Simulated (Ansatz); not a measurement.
# Geometry relaxation of Ti6O (part 1 of 2)

System: Ti6O (7 atoms in the cell).
Method: DFT r2SCAN, scalar-relativistic, plane waves, PAW, no spin polarisation (Ansatz 0.2.0).

The structure derives from an entry of the Crystallography Open Database. Figures and captions count atoms from 1; the log counts them from 0 in places.

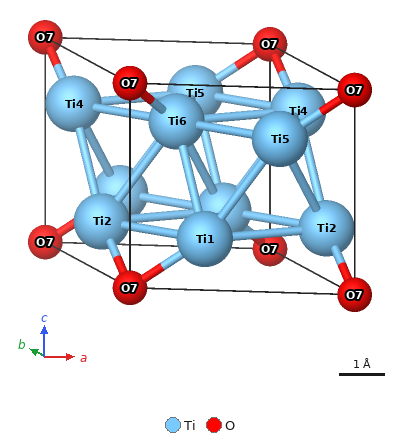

Fig. 1: The starting structure (ball-and-stick view of the cell of the calculation, seen slightly off an axis; atoms are numbered from 1 in the order of the input). An atom can appear more than once, as a periodic image. Near neighbours in the periodic cell (some may lie outside the picture): Ti has 1 O at 2.08 Å and 12 Ti at 2.92 to 2.96 Å; O has 6 Ti at 2.08 Å.

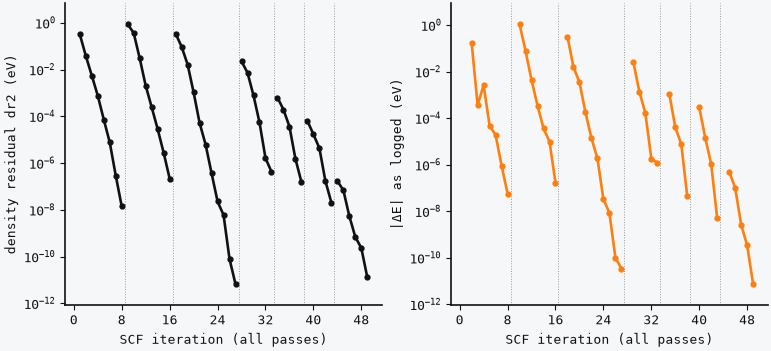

Fig. 2: Convergence of the self-consistent field: density residual dr2 and size of the energy change against the SCF iteration. The dotted lines part the SCF passes of the relaxation: geometry steps, rejected trials and re-solves on a re-selected basis. The 7 passes take 5 to 11 iterations each, 49 in all.

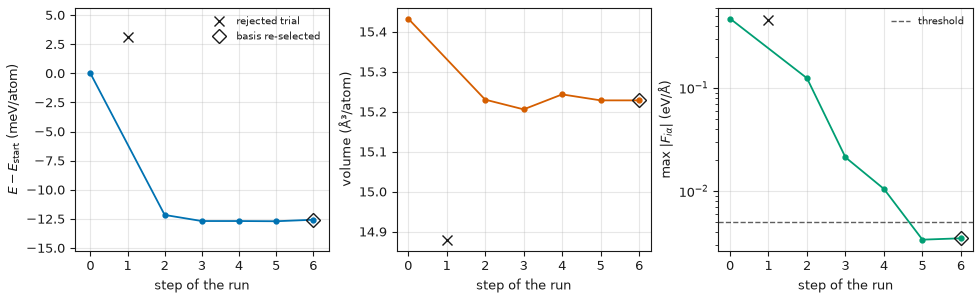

Fig. 3: Progress of the relaxation, step by step (the first geometry is step 0 here and step 1 in the log).

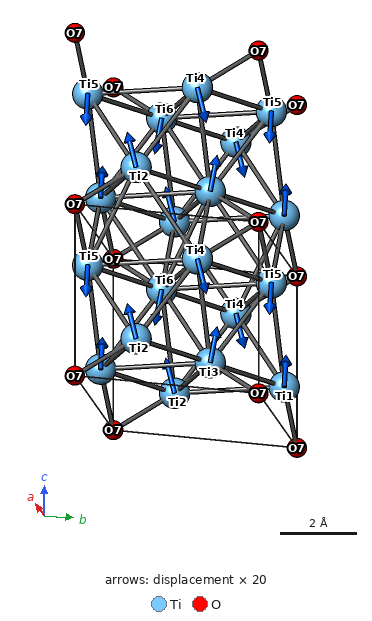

Fig. 4: The starting structure with the displacements (without the part carried along by the change of the cell) as blue arrows, magnified 20 times (ball-and-stick view of the cell of the calculation, repeated 1 × 1 × 2, seen at an oblique angle). The largest moves relative to the cell, 0.050 Å, are those of Ti1, Ti2, Ti3, Ti4, Ti5 and Ti6. O stays in place. Cell: a = b 5.130 → 5.103 Å (−0.5 %), c 4.740 → 4.726 Å (−0.3 %). Volume −1.3 %. Distances before and after: Ti1–Ti4 2.921 → 2.825 Å, Ti1–Ti5 2.925 → 3.007 Å, Ti1–Ti2 2.959 → 2.922 Å, Ti1–O7 2.079 → 2.088 Å. The space group stays P-31m (No. 162). The energy falls by 12.7 meV per atom in 5 geometry steps. The largest force component goes from 0.47 to 0.0035 eV/Å. The pressure goes from −1.64 to 0.00 GPa. The line search rejected the trial step at point 1 (counted from 0) and went back. A last SCF at the same geometry on a re-selected plane-wave basis shifts the energy by +0.1 meV per atom. (Atoms are counted from 1 in the order of the input.)

The input and output of the run follow.

## The input
```yaml
crystal:
  lattice:
    - [5.13, 0.0, 0.0]
    - [-2.565, 4.4427103214, 0.0]
    - [0.0, 0.0, 4.74]
  atoms:
    - { symbol: Ti, position: [0.333, 0.0, 0.25] }
    - { symbol: Ti, position: [0.0, 0.333, 0.25] }
    - { symbol: Ti, position: [0.667, 0.667, 0.25] }
    - { symbol: Ti, position: [0.0, 0.667, 0.75] }
    - { symbol: Ti, position: [0.667, 0.0, 0.75] }
    - { symbol: Ti, position: [0.333, 0.333, 0.75] }
    - { symbol: O, position: [0.0, 0.0, 0.0] }
basis:
  ecutwfc: 500
kpoints:
  mp_grid: { grid: [12, 12, 8] }
hamiltonian:
  xc: r2scan
scf:
  occupations: { method: gaussian, width: 0.1 }
output:
  forces: true
  stress: true
  eigenvalues: true
relax:
  adjacent_minimum: "off"
  f_tol: 0.005
  max_steps: 80
  cell: { stress_tol: 0.05 }
```

Launch command:
```bash
ansatz run input.yaml --threads 2 --pin off --max-ram 5120MiB --backend cpu --events-out ev --progress --plain --runs-dir out
```

## Output
```
Engine: ansatz 0.2.0, x86_64-unknown-linux-gnu
Pseudopotentials: kind: paw
Pseudopotential: Ti, paw, valence charge 12, recommended cutoff 500 eV (meta_gga), Ti.paw.azcp
Pseudopotential: O, paw, valence charge 6, recommended cutoff 500 eV (meta_gga), O.paw.azcp
Functional definition: r2SCAN
  parameter k0 = 0.174
  parameter k1 = 0.065
  parameter a1 = 4.9479
  exchange = r2scan_x(k0 = k0, k1 = k1, a1 = a1)
  correlation = r2scan_c
Crystal: 7 atoms, lattice volume = 108.030 Å³
Basis set: ecut = 500 eV, 2777 PW (Γ), exchange–correlation on 160×160×144 points (64 copies of the dense FFT grid, shifted against one another)
Bands: 47, of which v1, the nominal top of the filled ones, is band 39 counted from 1 (38 counted from 0)
Symmetry: 12 space group operations
Space group: P-31m (ITA 162), of the structure as read, at distance tolerance 4.8e-5 Å
k-points: 131 of 1152
Non-local potential: Ti, projectors of the file, l = 0: 3, l = 1: 2, l = 2: 3, l = 3: 1
Non-local potential: O, projectors of the file, l = 0: 2, l = 1: 2, l = 2: 1
PAW form: soft (Blöchl's): semilocal exchange-correlation on the pseudo side does not see the compensation charge
PAW frozen core: Ti, regenerated for the run's functional (the file was generated under x = pbe(κ = 0.804, μ = 0.2195149727645171), c = pbe(β = 0.06672455060314922))
PAW frozen core: O, regenerated for the run's functional (the file was generated under x = pbe(κ = 0.804, μ = 0.2195149727645171), c = pbe(β = 0.06672455060314922))
PAW one-centre angular grid: Ti, 590 points (default); XC on 160 Gauss nodes
PAW one-centre angular grid: O, 302 points (default); XC on 160 Gauss nodes
Initial density: superposition of atomic densities (neutral atoms: chi_scale 0, normalization atom), corrected by the library's trained network
Initial wavefunctions: pseudopotential atomic-orbital guess
Functional: x = r2scan, c = r2scan; τ floored in thin density (d = 2e-4 eV/Å³)
SCF iter   1: F=—  HF=-15598.174030 eV  |F-HF|=—  |Δ(HF+E_count)|=         —  Δρ=1.76e-2  dr2=3.18e-1  dr2_τ=1.49e-1  ethr=1.77e-3  ⟨swp⟩=6.7  Hψ=24827  notcnv=0
preconditioner: auto → Kerker (q_TF=auto, 2.584 Å⁻¹)  [metal: Δε(μ)=0.003 eV  Ē_g=3.957 eV  σ=0.100 eV  W_gap=0.02  n_scr=26 (ndim 8)  ℏωp=18.9 eV  f_vac=0.000  D(μ)=3.93/eV (n_scr^D=26)]
SCF iter   2: F=—  HF=-15598.344121 eV  |F-HF|=—  |Δ(HF+E_count)|=   1.70e-1  Δρ=6.21e-3  dr2=3.85e-2  dr2_τ=3.92e-3  ethr=4.08e-4  ⟨swp⟩=2.3  Hψ=12482  notcnv=0  defer=179
SCF iter   3: F=—  HF=-15598.344491 eV  |F-HF|=—  |Δ(HF+E_count)|=   3.70e-4  Δρ=2.66e-3  dr2=5.48e-3  dr2_τ=5.44e-4  ethr=4.94e-5  ⟨swp⟩=2.0  Hψ=7826  notcnv=0  defer=179
SCF iter   4: F=—  HF=-15598.347060 eV  |F-HF|=—  |Δ(HF+E_count)|=   2.57e-3  Δρ=8.95e-4  dr2=7.58e-4  dr2_τ=7.43e-5  ethr=7.03e-6  ⟨swp⟩=2.0  Hψ=8125  notcnv=0  defer=179
SCF iter   5: F=—  HF=-15598.347012 eV  |F-HF|=—  |Δ(HF+E_count)|=   4.80e-5  Δρ=2.36e-4  dr2=7.25e-5  dr2_τ=4.65e-6  ethr=9.72e-7  ⟨swp⟩=2.0  Hψ=7210  notcnv=0  defer=179
SCF iter   6: F=—  HF=-15598.347031 eV  |F-HF|=—  |Δ(HF+E_count)|=   1.88e-5  Δρ=7.83e-5  dr2=7.59e-6  dr2_τ=2.53e-7  ethr=9.29e-8  ⟨swp⟩=2.0  Hψ=7884  notcnv=0  defer=179
SCF iter   7: F=—  HF=-15598.347032 eV  |F-HF|=—  |Δ(HF+E_count)|=   9.14e-7  Δρ=1.44e-5  dr2=2.88e-7  dr2_τ=1.05e-8  ethr=9.74e-9  ⟨swp⟩=2.0  Hψ=7951  notcnv=0  defer=179
SCF iter   8: F=-15598.347032 eV  HF=-15598.347032 eV  |F-HF|=2.84e-9  |Δ(HF+E_count)|=   5.68e-8  Δρ=3.58e-6  dr2=1.39e-8  dr2_τ=7.72e-10  ethr=1.28e-10  ⟨swp⟩=9.8  Hψ=22729  notcnv=0
SCF 1 converged in 8 iterations: F = -15598.347032 eV  dr2 = 1.39e-8
  greatest PAW one-centre occupation: 1.001 electrons in one spin orbital (limit 2), on the Ti atom at site 4 (counted from 0), in its partial waves of l = 1
relax step   1: F+E_penalty+E_count = -15598.34703176 eV  Δ(F+E_penalty+E_count) = +0.000e0 eV  max|allowed force component| = 4.692e-1 eV/Å  Δτ_max = 0.0000 Å  P = -1.645 GPa  Ω = 108.030 Å³  (8 SCF iters, dr2 threshold 1.00e-7 eV, accepted)
Crystal: 7 atoms, lattice volume = 104.160 Å³
Basis set: ecut = 500 eV, 2669 PW (Γ), exchange–correlation on 160×160×144 points (64 copies of the dense FFT grid, shifted against one another)
Initial density: handed on by an earlier stage of this run
Initial wavefunctions: those handed on with the density
iter 1 solved again at ethr=1.11e-3 eV; its pass at ethr=3.10e-3 eV (dr2=8.63e-1 eV) is discarded
SCF iter   1: F=—  HF=-15597.316956 eV  |F-HF|=—  |Δ(HF+E_count)|=         —  Δρ=1.72e-2  dr2=8.66e-1  dr2_τ=2.52e0  ethr=1.11e-3  ⟨swp⟩=1.0  Hψ=34461  notcnv=0
preconditioner: auto → Kerker (q_TF=auto, 2.600 Å⁻¹)  [metal: Δε(μ)=0.001 eV  Ē_g=3.878 eV  σ=0.100 eV  W_gap=0.00  n_scr=26 (ndim 8)  ℏωp=19.3 eV  f_vac=0.000  D(μ)=3.88/eV (n_scr^D=26)]
SCF iter   2: F=—  HF=-15598.406321 eV  |F-HF|=—  |Δ(HF+E_count)|=    1.09e0  Δρ=9.90e-3  dr2=3.63e-1  dr2_τ=3.17e-3  ethr=1.11e-3  ⟨swp⟩=2.5  Hψ=10862  notcnv=0
SCF iter   3: F=—  HF=-15598.329168 eV  |F-HF|=—  |Δ(HF+E_count)|=   7.72e-2  Δρ=4.52e-3  dr2=3.00e-2  dr2_τ=3.67e-3  ethr=4.65e-4  ⟨swp⟩=2.0  Hψ=9425  notcnv=0  defer=187
SCF iter   4: F=—  HF=-15598.324809 eV  |F-HF|=—  |Δ(HF+E_count)|=   4.36e-3  Δρ=1.56e-3  dr2=2.03e-3  dr2_τ=1.76e-4  ethr=3.85e-5  ⟨swp⟩=2.0  Hψ=8122  notcnv=0  defer=187
SCF iter   5: F=—  HF=-15598.325156 eV  |F-HF|=—  |Δ(HF+E_count)|=   3.47e-4  Δρ=5.55e-4  dr2=2.44e-4  dr2_τ=4.46e-5  ethr=2.61e-6  ⟨swp⟩=3.0  Hψ=11850  notcnv=0  defer=187
SCF iter   6: F=—  HF=-15598.325192 eV  |F-HF|=—  |Δ(HF+E_count)|=   3.65e-5  Δρ=1.94e-4  dr2=2.82e-5  dr2_τ=3.01e-6  ethr=3.13e-7  ⟨swp⟩=2.0  Hψ=7918  notcnv=0  defer=187
SCF iter   7: F=—  HF=-15598.325202 eV  |F-HF|=—  |Δ(HF+E_count)|=   9.82e-6  Δρ=6.35e-5  dr2=2.73e-6  dr2_τ=2.81e-7  ethr=3.61e-8  ⟨swp⟩=2.0  Hψ=7950  notcnv=0  defer=187
SCF iter   8: F=-15598.325202 eV  HF=-15598.325202 eV  |F-HF|=8.39e-8  |Δ(HF+E_count)|=   1.68e-7  Δρ=2.00e-5  dr2=2.16e-7  dr2_τ=2.20e-8  ethr=8.97e-10  ⟨swp⟩=9.7  Hψ=24773  notcnv=0
SCF 2 converged in 8 iterations: F = -15598.325202 eV  dr2 = 2.16e-7
relax step   2: F+E_penalty+E_count = -15598.32520224 eV  Δ(F+E_penalty+E_count) = +2.183e-2 eV  max|allowed force component| = 4.559e-1 eV/Å  Δτ_max = 0.0832 Å  P = +4.208 GPa  Ω = 104.160 Å³  energy of the carried Pulay correction = +2.518e-3 eV  (8 SCF iters, dr2 threshold 7.00e-7 eV, rejected (line search))
Crystal: 7 atoms, lattice volume = 106.611 Å³
Basis set: ecut = 500 eV, 2765 PW (Γ), exchange–correlation on 160×160×144 points (64 copies of the dense FFT grid, shifted against one another)
iter 1 solved again at ethr=4.38e-4 eV; its pass at ethr=3.10e-3 eV (dr2=3.42e-1 eV) is discarded
SCF iter   1: F=—  HF=-15598.130757 eV  |F-HF|=—  |Δ(HF+E_count)|=         —  Δρ=1.03e-2  dr2=3.42e-1  dr2_τ=7.07e-1  ethr=4.38e-4  ⟨swp⟩=1.0  Hψ=34479  notcnv=0
preconditioner: auto → Kerker (q_TF=auto, 2.590 Å⁻¹)  [metal: Δε(μ)=0.002 eV  Ē_g=3.874 eV  σ=0.100 eV  W_gap=0.01  n_scr=26 (ndim 8)  ℏωp=19.0 eV  f_vac=0.000  D(μ)=4.37/eV (n_scr^D=28)]
SCF iter   2: F=—  HF=-15598.451512 eV  |F-HF|=—  |Δ(HF+E_count)|=   3.21e-1  Δρ=4.99e-3  dr2=9.44e-2  dr2_τ=1.54e-3  ethr=4.38e-4  ⟨swp⟩=2.7  Hψ=10582  notcnv=0
SCF iter   3: F=—  HF=-15598.435820 eV  |F-HF|=—  |Δ(HF+E_count)|=   1.57e-2  Δρ=2.18e-3  dr2=1.63e-2  dr2_τ=4.94e-4  ethr=1.21e-4  ⟨swp⟩=2.0  Hψ=7551  notcnv=0
SCF iter   4: F=—  HF=-15598.432312 eV  |F-HF|=—  |Δ(HF+E_count)|=   3.51e-3  Δρ=7.35e-4  dr2=1.05e-3  dr2_τ=2.15e-5  ethr=2.09e-5  ⟨swp⟩=2.0  Hψ=8136  notcnv=0
SCF iter   5: F=—  HF=-15598.432134 eV  |F-HF|=—  |Δ(HF+E_count)|=   1.78e-4  Δρ=2.63e-4  dr2=5.20e-5  dr2_τ=9.24e-6  ethr=1.35e-6  ⟨swp⟩=2.0  Hψ=8484  notcnv=0  defer=3
SCF iter   6: F=—  HF=-15598.432148 eV  |F-HF|=—  |Δ(HF+E_count)|=   1.40e-5  Δρ=9.74e-5  dr2=6.18e-6  dr2_τ=7.21e-7  ethr=6.67e-8  ⟨swp⟩=2.0  Hψ=7967  notcnv=0  defer=3
SCF iter   7: F=—  HF=-15598.432150 eV  |F-HF|=—  |Δ(HF+E_count)|=   1.85e-6  Δρ=2.01e-5  dr2=3.65e-7  dr2_τ=2.25e-8  ethr=7.92e-9  ⟨swp⟩=2.0  Hψ=7947  notcnv=0  defer=3
SCF iter   8: F=—  HF=-15598.432150 eV  |F-HF|=—  |Δ(HF+E_count)|=   3.31e-8  Δρ=5.85e-6  dr2=2.27e-8  dr2_τ=2.16e-9  ethr=4.68e-10  ⟨swp⟩=3.0  Hψ=11674  notcnv=0  defer=3
SCF iter   9: F=—  HF=-15598.432150 eV  |F-HF|=—  |Δ(HF+E_count)|=   8.53e-9  Δρ=1.94e-6  dr2=5.96e-9  dr2_τ=9.43e-11  ethr=2.91e-11  ⟨swp⟩=2.4  Hψ=9249  notcnv=0  defer=3
SCF iter  10: F=—  HF=-15598.432150 eV  |F-HF|=—  |Δ(HF+E_count)|=  1.02e-10  Δρ=3.27e-7  dr2=7.72e-11  dr2_τ=7.81e-12  ethr=7.65e-12  ⟨swp⟩=2.0  Hψ=7647  notcnv=0  defer=3
SCF iter  11: F=-15598.432150 eV  HF=-15598.432150 eV  |F-HF|=1.82e-12  |Δ(HF+E_count)|=  3.46e-11  Δρ=8.97e-8  dr2=6.52e-12  dr2_τ=3.04e-13  ethr=1.00e-12  ⟨swp⟩=8.0  Hψ=21499  notcnv=0
SCF 3 converged in 11 iterations: F = -15598.432150 eV  dr2 = 6.52e-12
relax step   3: F+E_penalty+E_count = -15598.43215006 eV  Δ(F+E_penalty+E_count) = -8.512e-2 eV  max|allowed force component| = 1.241e-1 eV/Å  Δτ_max = 0.0408 Å  P = +0.076 GPa  Ω = 106.611 Å³  energy of the carried Pulay correction = +9.094e-4 eV  (11 SCF iters, accepted)
Crystal: 7 atoms, lattice volume = 106.441 Å³
iter 1 solved again at ethr=2.99e-5 eV; its pass at ethr=3.10e-3 eV (dr2=2.33e-2 eV) is discarded
SCF iter   1: F=—  HF=-15598.411434 eV  |F-HF|=—  |Δ(HF+E_count)|=         —  Δρ=2.69e-3  dr2=2.24e-2  dr2_τ=5.15e-2  ethr=2.99e-5  ⟨swp⟩=1.1  Hψ=24921  notcnv=0
preconditioner: auto → Kerker (q_TF=auto, 2.591 Å⁻¹)  [metal: Δε(μ)=0.017 eV  Ē_g=3.835 eV  σ=0.100 eV  W_gap=0.10  n_scr=26 (ndim 8)  ℏωp=19.0 eV  f_vac=0.000  D(μ)=4.11/eV (n_scr^D=26)]
SCF iter   2: F=—  HF=-15598.437366 eV  |F-HF|=—  |Δ(HF+E_count)|=   2.59e-2  Δρ=1.36e-3  dr2=7.30e-3  dr2_τ=7.75e-5  ethr=2.87e-5  ⟨swp⟩=2.8  Hψ=10997  notcnv=0
SCF iter   3: F=—  HF=-15598.435988 eV  |F-HF|=—  |Δ(HF+E_count)|=   1.38e-3  Δρ=5.22e-4  dr2=7.75e-4  dr2_τ=1.72e-5  ethr=9.36e-6  ⟨swp⟩=2.0  Hψ=7603  notcnv=0
SCF iter   4: F=—  HF=-15598.435822 eV  |F-HF|=—  |Δ(HF+E_count)|=   1.66e-4  Δρ=1.81e-4  dr2=5.46e-5  dr2_τ=1.96e-6  ethr=9.94e-7  ⟨swp⟩=2.0  Hψ=7619  notcnv=0
SCF iter   5: F=—  HF=-15598.435820 eV  |F-HF|=—  |Δ(HF+E_count)|=   1.84e-6  Δρ=5.20e-5  dr2=1.63e-6  dr2_τ=1.75e-7  ethr=7.00e-8  ⟨swp⟩=2.0  Hψ=8049  notcnv=0
SCF iter   6: F=-15598.435821 eV  HF=-15598.435822 eV  |F-HF|=2.71e-7  |Δ(HF+E_count)|=   1.22e-6  Δρ=1.94e-5  dr2=4.22e-7  dr2_τ=2.87e-8  ethr=8.97e-10  ⟨swp⟩=6.4  Hψ=23860  notcnv=0
SCF 4 converged in 6 iterations: F = -15598.435821 eV  dr2 = 4.22e-7
  greatest PAW one-centre occupation: 1.001 electrons in one spin orbital (limit 2), on the Ti atom at site 3 (counted from 0), in its partial waves of l = 1
relax step   4: F+E_penalty+E_count = -15598.43582125 eV  Δ(F+E_penalty+E_count) = -3.671e-3 eV  max|allowed force component| = 2.125e-2 eV/Å  Δτ_max = 0.0117 Å  P = +0.210 GPa  Ω = 106.441 Å³  energy of the carried Pulay correction = +1.020e-3 eV  (6 SCF iters, dr2 threshold 7.00e-7 eV, accepted)
Crystal: 7 atoms, lattice volume = 106.702 Å³
iter 1 solved again at ethr=8.71e-7 eV; its pass at ethr=3.10e-3 eV (dr2=6.79e-4 eV) is discarded
```
